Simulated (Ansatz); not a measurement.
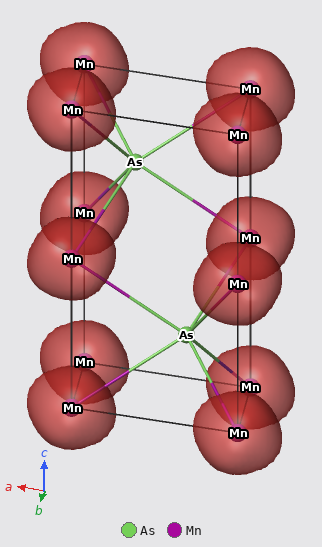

Figure. MnAs. Isosurface of the spin density (up minus down) at +0.3 e/Å³ (red), seen at an oblique angle. Sticks mark near contacts.

Space group P6₃/mmc; computed pressure about −3 GPa in this cell; spin-polarised.

Theory: Ansatz, Kohn-Sham DFT of a periodic cell, PBE, Ansatz PAW.

```yaml
crystal:
  lattice:
    - [3.71000, 0.00000, 0.00000]
    - [-1.85500, 3.21295, 0.00000]
    - [0.00000, 0.00000, 5.69100]
  atoms:
    - { symbol: As, position: [0.66667, 0.33333, 0.75000] }
    - { symbol: As, position: [0.33333, 0.66667, 0.25000] }
    - { symbol: Mn, position: [0.00000, 0.00000, 0.50000] }
    - { symbol: Mn, position: [0.00000, 0.00000, 0.00000] }
```

Describe the spin distribution.

Answer. The spin density sits on Mn: +3.2 μB (×2) in one cell of 4 atoms, with smaller moments on other sites: As (up to −0.12 μB): parallel main moments (a ferromagnetic arrangement) in this solution. The cell of the calculation (4 atoms) carries 6.3 μB of net spin moment.
